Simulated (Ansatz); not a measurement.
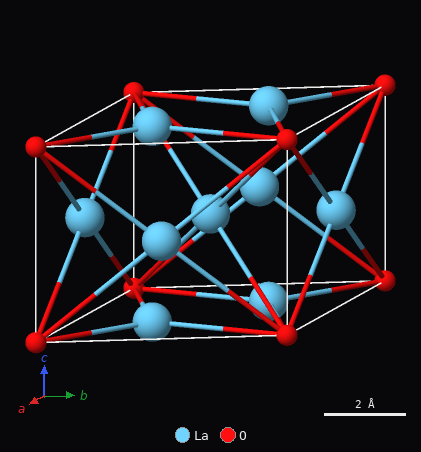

Solid La5O (a generated structure, set up in P6/mmm) (coarse preliminary run), before the relaxation. A ball-and-stick model of the cell of the calculation, seen slightly off an axis.

Computed with DFT PBE, scalar-relativistic, plane waves, PAW in Ansatz 0.2.0.

Input file:
```yaml
crystal:
  lattice:
    - [6.31051994, 0.0, 0.0]
    - [-3.15525997, 5.46507057, 0.0]
    - [0.0, 0.0, 5.01466577]
  atoms:
    - { symbol: La, position: [0.33333333, 0.66666667, 0.0] }
    - { symbol: La, position: [0.66666667, 0.33333333, 0.0] }
    - { symbol: La, position: [0.5, 0.0, 0.5] }
    - { symbol: La, position: [0.5, 0.5, 0.5] }
    - { symbol: La, position: [0.0, 0.5, 0.5] }
    - { symbol: O, position: [0.0, 0.0, 0.0] }
basis:
  ecutwfc: 420
kpoints:
  mp_grid: { grid: [3, 3, 4] }
hamiltonian:
  xc: pbe
scf:
  occupations: { method: gaussian, width: 0.1 }
  lower_state_search: "off"
output:
  forces: true
  stress: true
  eigenvalues: true
relax:
  adjacent_minimum: "off"
  f_tol: 0.04
  max_steps: 70
  cell: { stress_tol: 0.4 }
```

Run as
```bash
ansatz run input.yaml --threads 1 --pin off --max-ram 2560MiB --backend cpu --events-out ev --progress --plain --runs-dir out
```

### Predict the outcome.

No atom moves by more than 0.005 Å relative to the cell. Cell: a = b 6.311 → 5.993 Å (−5.0 %), c 5.015 → 6.338 Å (+26.4 %). Volume +14.0 %. Some distances before and after: La1–La3 3.099 → 3.611 Å, La3–O6 4.030 → 4.361 Å, La1–O6 3.643 → 3.460 Å, La1–La2 3.643 → 3.460 Å. The space group stays P6/mmm (No. 191). Over 6 accepted moves (8 points after the start) the energy falls by 224 meV per atom. All forces vanish by symmetry, so only the cell relaxes. Pressure: 5.13 GPa at the start and 0.10 GPa at the end. The SCF was repeated twice at an unchanged geometry on a basis and grid sized afresh for the cell, which shifted the energy by 21.0 meV per atom at most. Cost: 120 s on 1 thread of Intel(R) Xeon(R) Processor @ 2.50GHz (Skylake/Cascade Lake), with other jobs on the host, peak memory 0.49 GiB.

Final geometry:

```xyz
6
Lattice="5.9928 0.0000 0.0000 -2.9964 5.1899 0.0000 0.0000 0.0000 6.3382" Properties=species:S:1:pos:R:3 pbc="T T T"
La    0.0000    3.4600    0.0000
La    2.9964    1.7300    0.0000
La    0.0000    5.1899    3.1691
La    1.4982    2.5950    3.1691
La    4.4946    2.5950    3.1691
O     2.9964    5.1899    0.0000
```

After the run, drawn alike:

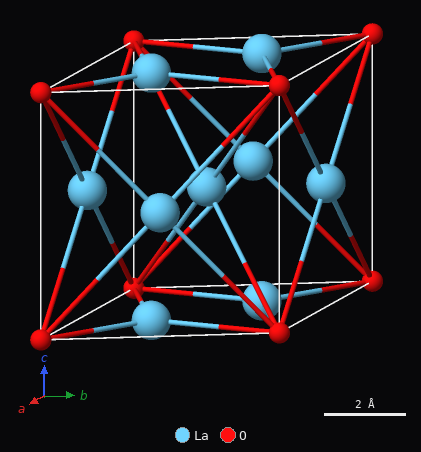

Limits of the set-up: layers or molecules are held without a dispersion correction, so their spacing is unreliable.
